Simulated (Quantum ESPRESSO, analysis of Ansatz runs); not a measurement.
# A hop of Li in Li2O (Fm-3m), charge +1 (Quantum ESPRESSO)

How high is the barrier when Li changes place in Li2O (Fm-3m)? The case: Li_i by the interstitialcy path, charge +1, in a cell of 81 host atoms with 1 Li put in.

Main program and level: Quantum ESPRESSO 7.5; Quantum ESPRESSO plane-wave DFT, PBEsol, GBRV 1.5 PBEsol potentials; nudged elastic band between two relaxed defect structures at fixed charge in a uniform background.

### 1. The structure

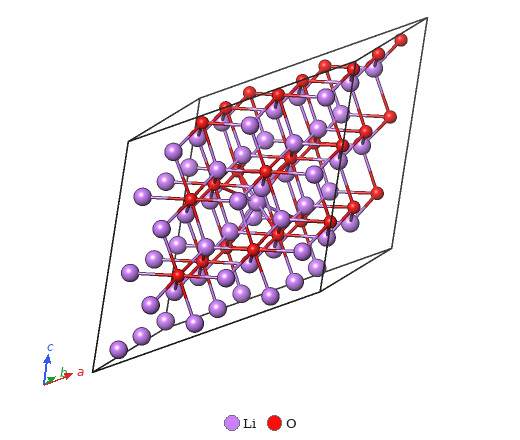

Start, viewed slightly off an axis; lithium purple, oxygen red. Bonds to atoms that aren't drawn are left out.

The cell holds 82 atoms: 55 Li and 27 O. Its edges and angles: a = 9.719 Å, b = 9.719 Å, c = 9.719 Å, α = 60.0°, β = 60.0°, γ = 60.0°. It derives from Li2O (space group Fm-3m). Nearest the centre at fractional (0.208, 0.708, 0.875): Li82 at 1.00 Å, Li16 at 1.01 Å, O54 at 1.88 Å, Li20 at 1.89 Å, Li26 at 1.89 Å, Li53 at 1.89 Å, O21 at 1.90 Å, O48 at 1.92 Å. The cell carries charge +1.

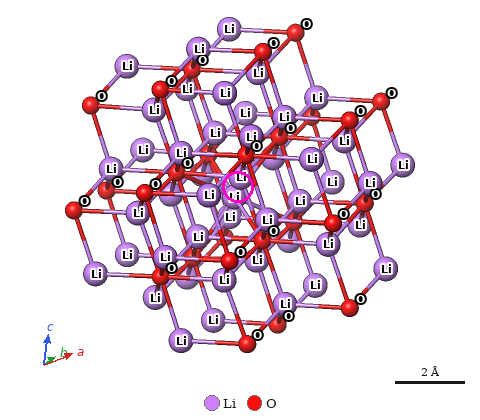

The atoms within 5 Å of the centre. A ring marks the centre wherever it is empty.

The cell's shortest repeat is 9.7 Å.

### 2. Relaxation of the start point, charge +1

The ends come first: from an unrelaxed start the top is counted from too high an energy, and the barrier comes out too low. Small random displacements break the symmetry of the ideal sites, so that the defect can distort if it gains by it. The charge of +1 is set by the electron count, and a uniform background keeps the cell neutral.

File pw.in:

```
&CONTROL
  calculation = 'relax'
  prefix = 'pwscf'
  outdir = './tmp'
  pseudo_dir = './pseudo'
  tprnfor = .true.
  disk_io = 'low'
  nstep = 70
  forc_conv_thr = 0.00078
  etot_conv_thr = 0.0001
/
&SYSTEM
  ibrav = 0
  nat = 82
  ntyp = 2
  ecutwfc = 40
  ecutrho = 324
  nbnd = 167
  occupations = 'fixed'
  tot_charge = 1
  nosym = .true.
/
&ELECTRONS
  conv_thr = 8d-08
  electron_maxstep = 100
  mixing_beta = 0.5
/
&IONS
  ion_dynamics = 'bfgs'
/
ATOMIC_SPECIES
Li     6.9400 li_pbesol_v1.4.uspp.F.UPF
O     15.9990 o_pbesol_v1.2.uspp.F.UPF
CELL_PARAMETERS angstrom
   0.0000000000    6.8725884295    6.8725884295
   6.8725884295    0.0000000000    6.8725884295
   6.8725884295    6.8725884295    0.0000000000
ATOMIC_POSITIONS crystal
Li     0.2504538383    0.2486793362    0.2475412792
Li     0.0802758627    0.0855282669    0.0852674063
O      0.0007350687   -0.0007389926   -0.0029953905
Li     0.2494848965    0.2475932731    0.5868833243
Li     0.0812476306    0.0831693937    0.4202559564
O     -0.0016838258    0.0019942078    0.3356473918
Li     0.2500608919    0.2489796663    0.9201086194
Li     0.0814664347    0.0841799895    0.7531870694
O      0.0023609142    0.0019183146    0.6639591871
Li     0.2536515908    0.5818035913    0.2496905210
Li     0.0811488379    0.4156799582    0.0828841372
O      0.0034561228    0.3335233581   -0.0022849164
Li     0.2468520023    0.5854291865    0.5853083179
Li     0.0854361332    0.4188771532    0.4149814310
O      0.0023123778    0.3325938823    0.3301051739
Li     0.2508753918    0.5811822735    0.9147699737
Li     0.0821616676    0.4193739466    0.7470905268
O     -0.0003638944    0.3355158958    0.6682578238
Li     0.2495097120    0.9189366052    0.2466527262
Li     0.0868404074    0.7475086480    0.0829528272
O      0.0018030287    0.6634521477    0.0022014875
Li     0.2483480420    0.9181406612    0.5860810015
Li     0.0802995548    0.7527758209    0.4178233669
O     -0.0014418870    0.6703313434    0.3329552177
Li     0.2485413455    0.9201256025    0.9144495184
Li     0.0817970018    0.7529947234    0.7510959823
O      0.0015828334    0.6686149985    0.6667064601
Li     0.5827095501    0.2509845095    0.2527887496
Li     0.4140079160    0.0863412063    0.0819592953
O      0.3364553552   -0.0016258248    0.0009169928
Li     0.5842731355    0.2523183272    0.5836393546
Li     0.4134881408    0.0836618197    0.4165453366
O      0.3301917689   -0.0009019395    0.3356687762
Li     0.5853283452    0.2469861007    0.9188301903
Li     0.4163938201    0.0851308134    0.7465370301
O      0.3311181352    0.0001413966    0.6652563991
Li     0.5844633500    0.5829463988    0.2525739594
Li     0.4186797534    0.4156182148    0.0802589455
O      0.3322485307    0.3330699319    0.0035809632
Li     0.5862953464    0.5844740670    0.5818128216
Li     0.4190194219    0.4131009537    0.4174592749
O      0.3355775736    0.3313010523    0.3354483269
Li     0.5866548812    0.5837086511    0.9140944465
Li     0.4137845686    0.4184391307    0.7524244328
O      0.3315507321    0.3331110584    0.6650406213
Li     0.5838289729    0.9155328577    0.2532618620
Li     0.4178245769    0.7523537928    0.0798443398
O      0.3368505755    0.6667742268   -0.0015859838
Li     0.5844813176    0.9196796867    0.5812806822
Li     0.4195929720    0.7506723126    0.4162023474
O      0.3360282251    0.6673878125    0.3332741835
Li     0.5824458707    0.9196838002    0.9174587445
Li     0.4142907869    0.7532123788    0.7484111438
O      0.3327010973    0.6697989537    0.6671075900
Li     0.9135601961    0.2492886853    0.2510114469
Li     0.7464293124    0.0836349556    0.0843081281
O      0.6695468811   -0.0007441602   -0.0030584937
Li     0.9171321302    0.2518732065    0.5846734246
Li     0.7490227913    0.0802303831    0.4184350819
O      0.6633751494    0.0022575477    0.3327124400
Li     0.9138515395    0.2495173289    0.9166634400
Li     0.7491976464    0.0842702201    0.7469726566
O      0.6650053612   -0.0025691331    0.6681711479
Li     0.9156642892    0.5823655316    0.2482307763
Li     0.7515383198    0.4193779861    0.0808165382
O      0.6699582416    0.3339889784   -0.0019798867
Li     0.9191455464    0.5826020356    0.5801305914
Li     0.7516520595    0.4138434003    0.4192104187
O      0.6646137630    0.3357459213    0.3310374799
Li     0.9137536169    0.5865582635    0.9167556954
Li     0.7499712270    0.4132667575    0.7526133813
O      0.6687936417    0.3299415342    0.6683541792
Li     0.9158986212    0.9172410771    0.2531064769
Li     0.7498849304    0.7464771289    0.0852345226
O      0.6672305406    0.6682595110   -0.0037121647
Li     0.9177937187    0.9196798896    0.5815220297
Li     0.7483190543    0.7491085896    0.4154905298
O      0.6701500537    0.6665448662    0.3324449212
Li     0.9182624632    0.9155696404    0.9136622617
Li     0.7515350451    0.7478769734    0.7478426420
O      0.6666174686    0.6641934533    0.6701362885
Li     0.1629990068    0.8337977268    0.8352910632
K_POINTS gamma
```

Command:

```console
$ OMP_NUM_THREADS=1 mpirun -n 4 pw.x -in pw.in > pw.out
```

Log:

```text
[shortened: banners, details of potentials and solvers, and blank lines are left out]
     gamma-point specific algorithms are used
     one sub-group per band group will be used
     scalapack distributed-memory algorithm (size of sub-group:  2*  2 procs)
     bravais-lattice index     =            0
     lattice parameter (alat)  =      18.3668  a.u.
     unit-cell volume          =    4381.1448 (a.u.)^3
     number of atoms/cell      =           82
     number of atomic types    =            2
     number of electrons       =       326.00
     number of Kohn-Sham states=          167
     kinetic-energy cutoff     =      40.0000  Ry
     charge density cutoff     =     324.0000  Ry
     scf convergence threshold =      8.0E-08
     mixing beta               =       0.5000
     number of iterations used =            8  plain     mixing
     energy convergence thresh.=      1.0E-04
     force convergence thresh. =      7.8E-04
     Exchange-correlation= SLA  PW   PSX  PSC
                           (   1   4  10   8   0   0   0)
     nstep                     =           70
     crystal axes: (cart. coord. in units of alat)
               a(1) = (   0.000000   0.707107   0.707107 )
               a(2) = (   0.707107   0.000000   0.707107 )
               a(3) = (   0.707107   0.707107   0.000000 )
     PseudoPot. # 1 for Li read from file:
     li_pbesol_v1.4.uspp.F.UPF
     Pseudo is Ultrasoft, Zval =  3.0
     PseudoPot. # 2 for O  read from file:
     o_pbesol_v1.2.uspp.F.UPF
     Pseudo is Ultrasoft + core correction, Zval =  6.0
[...]
atomic species   valence    mass     pseudopotential
     Li                3.00     6.94000     Li( 1.00)
     O                 6.00    15.99900     O ( 1.00)
     No symmetry found
     site n.     atom                  positions (alat units)
         1        Li     tau(   1) = (   0.3508810   0.3521357   0.3529405  )
         2        Li     tau(   2) = (   0.1207708   0.1170568   0.1172412  )
         3        O      tau(   3) = (  -0.0026406  -0.0015983  -0.0000028  )
         4        Li     tau(   4) = (   0.5900641   0.5914016   0.3514873  )
         5        Li     tau(   5) = (   0.3559755   0.3546166   0.1162604  )
         6        O      tau(   6) = (   0.2387487   0.2361479   0.0002195  )
         7        Li     tau(   7) = (   0.8266703   0.8274348   0.3528750  )
         8        Li     tau(   8) = (   0.5921079   0.5901892   0.1171297  )
[...]
number of k points=     1
                       cart. coord. in units 2pi/alat
        k(    1) = (   0.0000000   0.0000000   0.0000000), wk =   2.0000000
     Dense  grid:   215632 G-vectors     FFT dimensions: ( 108, 108, 108)
     Smooth grid:    74755 G-vectors     FFT dimensions: (  75,  75,  75)
     starting charge     302.2055, renormalised to     326.0000
     Self-consistent Calculation
     iteration #  1     ecut=    40.00 Ry     beta= 0.50
     total energy              =   -1667.98522891 Ry
     estimated scf accuracy    <       2.50167807 Ry
     iteration #  2     ecut=    40.00 Ry     beta= 0.50
     total energy              =   -1667.75574355 Ry
     estimated scf accuracy    <       0.51451346 Ry
     iteration #  3     ecut=    40.00 Ry     beta= 0.50
     total energy              =   -1667.82875553 Ry
     estimated scf accuracy    <       0.00394785 Ry
[...]
estimated scf accuracy    <       0.00000375 Ry
     iteration #  8     ecut=    40.00 Ry     beta= 0.50
     total energy              =   -1667.83537664 Ry
     estimated scf accuracy    <       0.00000413 Ry
     iteration #  9     ecut=    40.00 Ry     beta= 0.50
     total energy              =   -1667.83537786 Ry
     estimated scf accuracy    <       0.00000043 Ry
     iteration # 10     ecut=    40.00 Ry     beta= 0.50
     End of self-consistent calculation
          k = 0.0000 0.0000 0.0000 (  9382 PWs)   bands (ev):
   -43.2545 -40.0416 -39.9835 -39.9555 -39.9277 -39.8902 -39.8546 -39.7976
   -39.7260 -39.3185 -39.2559 -39.2171 -39.1939 -39.1796 -39.1680 -39.1586
   -39.1411 -39.1258 -39.1140 -39.0973 -39.0826 -39.0745 -39.0669 -39.0606
   -39.0505 -39.0308 -39.0229 -39.0152 -39.0011 -38.9922 -38.9814 -38.9692
   -38.9616 -38.9452 -38.9425 -38.9348 -38.9315 -38.9274 -38.9132 -38.9060
   -38.8916 -38.8746 -38.8639 -38.8526 -38.8171 -38.7885 -38.7836 -38.7617
   -38.7429 -38.7312 -38.7214 -38.7100 -38.6969 -38.6693 -38.6059 -13.0358
   -12.9744 -12.9595 -12.9585 -12.9113 -12.7940 -12.1995 -12.1582 -12.1138
[...]
highest occupied, lowest unoccupied level (ev):     3.1026    8.3402
!    total energy              =   -1667.83537785 Ry
     estimated scf accuracy    <       0.00000008 Ry
     The total energy is the sum of the following terms:
     one-electron contribution =    -671.29211593 Ry
     hartree contribution      =     408.60259393 Ry
     xc contribution           =    -382.96818680 Ry
     ewald contribution        =   -1022.17766905 Ry
     convergence has been achieved in  10 iterations
     Forces acting on atoms (cartesian axes, Ry/au):
     atom    1 type  1   force =     0.00806615    0.00295557   -0.00144962
     atom    2 type  1   force =     0.00066195    0.00378865    0.00756441
     atom    3 type  2   force =    -0.05670182    0.00564967   -0.00092971
     atom    4 type  1   force =     0.00346977   -0.01162949    0.00962181
     atom    5 type  1   force =    -0.01006515   -0.00799853    0.01210629
     atom    6 type  2   force =    -0.00667340   -0.00664787   -0.00357240
     atom    7 type  1   force =    -0.00604693   -0.00864586    0.00006296
     atom    8 type  1   force =     0.03661681   -0.04464392    0.04350116
[...]
Total force =     0.278772     Total SCF correction =     0.000095
     BFGS Geometry Optimization
     Energy error            =      7.8E-02 Ry
     Gradient error          =      6.8E-02 Ry/Bohr
     number of scf cycles    =   1
     number of bfgs steps    =   0
     energy             new  =   -1667.8353778472 Ry
     new trust radius        =       0.0821985232 bohr
     new conv_thr            =       0.0000000800 Ry
ATOMIC_POSITIONS (crystal)
Li               0.2502012760        0.2488202800        0.2480214150
Li               0.0806874611        0.0856991148        0.0851475272
O                0.0030997531       -0.0031752628       -0.0049250603
Li               0.2492740195        0.2485450124        0.5861987510
Li               0.0817932754        0.0835559122        0.4190944389
O               -0.0018203773        0.0018556906        0.3352720688
Li               0.2499632593        0.2490821471        0.9195405360
Li               0.0800127243        0.0889832127        0.7512032764
[...]
Self-consistent Calculation
[...]
iteration #  5     ecut=    40.00 Ry     beta= 0.50
     total energy              =   -1667.96449812 Ry
     estimated scf accuracy    <          2.9E-09 Ry
     iteration #  6     ecut=    40.00 Ry     beta= 0.50
[...]
k = 0.0000 0.0000 0.0000 (  9382 PWs)   bands (ev):
   -40.8450 -39.3260 -39.2596 -39.2593 -39.2590 -39.2499 -39.2495 -39.2334
   -39.2329 -39.2325 -39.2301 -39.2298 -39.2294 -39.2009 -39.1791 -39.1786
   -39.1782 -39.1779 -39.1771 -39.1769 -39.1428 -39.1425 -39.1417 -39.1331
   -39.1324 -39.1158 -39.0929 -39.0670 -39.0654 -39.0640 -39.0399 -39.0388
   -39.0382 -39.0303 -39.0299 -39.0265 -39.0258 -39.0254 -39.0238 -39.0172
   -39.0096 -39.0089 -39.0084 -38.9762 -38.9681 -38.9678 -38.9626 -38.9625
   -38.9623 -38.9591 -38.9591 -38.9582 -38.9000 -38.8292 -38.8173 -12.4533
   -12.3067 -12.3029 -12.3019 -12.2997 -12.2348 -12.2142 -12.2132 -12.2128
[...]
highest occupied, lowest unoccupied level (ev):     2.9427    8.3268
!    total energy              =   -1667.96449812 Ry
     estimated scf accuracy    <          4.1E-10 Ry
[...]
convergence has been achieved in   6 iterations
     Forces acting on atoms (cartesian axes, Ry/au):
     atom    1 type  1   force =     0.00034516    0.00028800   -0.00023173
     atom    2 type  1   force =    -0.00013465   -0.00012644    0.00008991
     atom    3 type  2   force =    -0.00072681   -0.00006864    0.00046109
     atom    4 type  1   force =    -0.00029885    0.00042618    0.00000298
     atom    5 type  1   force =     0.00013053    0.00042866   -0.00011230
     atom    6 type  2   force =     0.00014994    0.00006550   -0.00004112
     atom    7 type  1   force =     0.00033164   -0.00019597   -0.00006022
     atom    8 type  1   force =    -0.00010060    0.00008926    0.00016319
[...]
Total force =     0.004343     Total SCF correction =     0.000045
[...]
number of scf cycles    =  12
     number of bfgs steps    =  11
     energy             old  =   -1667.9644606798 Ry
     energy             new  =   -1667.9644981189 Ry
     CASE: energy            _new < energy            _old
     new trust radius        =       0.0032452132 bohr
[...]
ATOMIC_POSITIONS (crystal)
Li               0.2502541387        0.2501418302        0.2492816113
Li               0.0821913910        0.0852431387        0.0851537500
O                0.0063917711       -0.0064890060       -0.0062174465
Li               0.2506231616        0.2526594090        0.5818608625
Li               0.0822476029        0.0854572468        0.4140876272
O               -0.0007432611        0.0009153183        0.3332301051
Li               0.2503049650        0.2499145039        0.9166503098
Li               0.0772503989        0.1007166292        0.7446089276
[...]
Self-consistent Calculation
     iteration #  1     ecut=    40.00 Ry     beta= 0.50
     total energy              =   -1667.96452857 Ry
     estimated scf accuracy    <       0.00001831 Ry
     iteration #  2     ecut=    40.00 Ry     beta= 0.50
     total energy              =   -1667.96453238 Ry
     estimated scf accuracy    <       0.00000175 Ry
     iteration #  3     ecut=    40.00 Ry     beta= 0.50
     total energy              =   -1667.96453273 Ry
     estimated scf accuracy    <       0.00000014 Ry
[...]
estimated scf accuracy    <          4.7E-09 Ry
     iteration #  6     ecut=    40.00 Ry     beta= 0.50
     total energy              =   -1667.96453276 Ry
     estimated scf accuracy    <          9.8E-10 Ry
     iteration #  7     ecut=    40.00 Ry     beta= 0.50
     total energy              =   -1667.96453276 Ry
     estimated scf accuracy    <          9.6E-10 Ry
     iteration #  8     ecut=    40.00 Ry     beta= 0.50
     End of self-consistent calculation
          k = 0.0000 0.0000 0.0000 (  9382 PWs)   bands (ev):
   -40.8358 -39.3262 -39.2599 -39.2596 -39.2589 -39.2505 -39.2500 -39.2335
   -39.2330 -39.2327 -39.2301 -39.2298 -39.2295 -39.2009 -39.1797 -39.1794
   -39.1786 -39.1781 -39.1776 -39.1775 -39.1428 -39.1424 -39.1415 -39.1336
   -39.1329 -39.1149 -39.0916 -39.0620 -39.0610 -39.0595 -39.0378 -39.0368
   -39.0364 -39.0317 -39.0311 -39.0286 -39.0277 -39.0275 -39.0244 -39.0143
   -39.0084 -39.0075 -39.0070 -38.9754 -38.9695 -38.9689 -38.9641 -38.9636
   -38.9634 -38.9613 -38.9606 -38.9602 -38.9017 -38.8314 -38.8196 -12.4514
   -12.3067 -12.2998 -12.2992 -12.2980 -12.2337 -12.2137 -12.2131 -12.2126
[...]
highest occupied, lowest unoccupied level (ev):     2.9420    8.3266
!    total energy              =   -1667.96453276 Ry
     estimated scf accuracy    <          4.2E-11 Ry
     The total energy is the sum of the following terms:
     one-electron contribution =    -670.15286176 Ry
     hartree contribution      =     408.34518139 Ry
     xc contribution           =    -382.99888009 Ry
     ewald contribution        =   -1023.15797230 Ry
     convergence has been achieved in   8 iterations
     Forces acting on atoms (cartesian axes, Ry/au):
     atom    1 type  1   force =     0.00033198    0.00016989   -0.00013651
     atom    2 type  1   force =    -0.00031579   -0.00012912    0.00006692
     atom    3 type  2   force =    -0.00022569   -0.00007406    0.00032202
     atom    4 type  1   force =    -0.00028356    0.00028675   -0.00010630
     atom    5 type  1   force =     0.00012053    0.00037453   -0.00010577
     atom    6 type  2   force =     0.00007027    0.00005518    0.00004040
     atom    7 type  1   force =     0.00016630   -0.00018491   -0.00000907
     atom    8 type  1   force =    -0.00015177    0.00013758    0.00006944
[...]
Total force =     0.003908     Total SCF correction =     0.000005
     Energy error            =      3.5E-05 Ry
     Gradient error          =      6.9E-04 Ry/Bohr
     bfgs converged in  13 scf cycles and  12 bfgs steps
     (criteria: energy <  1.0E-04 Ry, force <  7.8E-04 Ry/Bohr)
     End of BFGS Geometry Optimization
     Final energy             =   -1667.9645327599 Ry
Begin final coordinates
ATOMIC_POSITIONS (crystal)
Li               0.2502541387        0.2501418302        0.2492816113
Li               0.0821913910        0.0852431387        0.0851537500
O                0.0063917711       -0.0064890060       -0.0062174465
Li               0.2506231616        0.2526594090        0.5818608625
Li               0.0822476029        0.0854572468        0.4140876272
O               -0.0007432611        0.0009153183        0.3332301051
Li               0.2503049650        0.2499145039        0.9166503098
Li               0.0772503989        0.1007166292        0.7446089276
[...]
End final coordinates
   JOB DONE.
```

Wall time 6.2 min (4 MPI ranks of Intel Xeon Platinum 8375C at 2.90GHz (Ice Lake), shared host); peak memory 1.4 GiB.

Relaxation path:

| step | energy less that of the first step (eV) |
| --- | --- |
| 0 | 0.0000 |
| 1 | -0.8834 |
| 2 | -1.4663 |
| 3 | -1.6852 |
| 4 | -1.7079 |
| 5 | -1.7273 |
| 6 | -1.7443 |
| 7 | -1.7487 |
| 8 | -1.7522 |
| 9 | -1.7552 |
| 10 | -1.7563 |
| 11 | -1.7568 |
| 12 | -1.7572 |

The atoms that moved most (Å):

| atom | dx | dy | dz | length |
| --- | --- | --- | --- | --- |
| Li22 | -0.102 | -0.088 | 0.081 | 0.157 |
| Li26 | -0.106 | -0.077 | -0.084 | 0.156 |
| Li53 | -0.088 | 0.104 | 0.074 | 0.155 |
| Li79 | 0.109 | -0.069 | -0.085 | 0.155 |
| Li25 | 0.073 | 0.104 | 0.069 | 0.145 |
| Li20 | 0.100 | 0.064 | -0.083 | 0.145 |
| Li8 | 0.055 | -0.088 | 0.085 | 0.134 |
| Li16 | -0.050 | 0.087 | -0.070 | 0.122 |

Neighbours of Li82 at the end:

| atom | distance (Å) |
| --- | --- |
| Li20 | 2.115 |
| Li79 | 2.120 |
| Li25 | 2.120 |
| Li16 | 2.120 |
| Li8 | 2.122 |
| Li26 | 2.123 |
| Li53 | 2.123 |
| Li22 | 2.127 |

Read from the output:

```
highest filled level                                                                              : 2.942 eV
lowest empty level                                                                                : 8.327 eV
r.m.s. move of the farther half of the atoms                                                      : 0.01380 Å
largest move from the ideal geometry of this structure, a common shift of the far atoms taken out : 0.1398 Å
```

The relaxation gained 1.757 eV and ended with a largest force component of 0.018 eV/Å.

[end of part 1 of 3]

[Logs are printed without paths, hosts, clocks, repeated set-up lines and the standing remarks that a program may print on its own settings, such as how far it seeks lower states.]

[Hosts, paths, dates, database ids (printed as entryN), source tags and the programs' standing remarks are cut or masked in the printed files.]
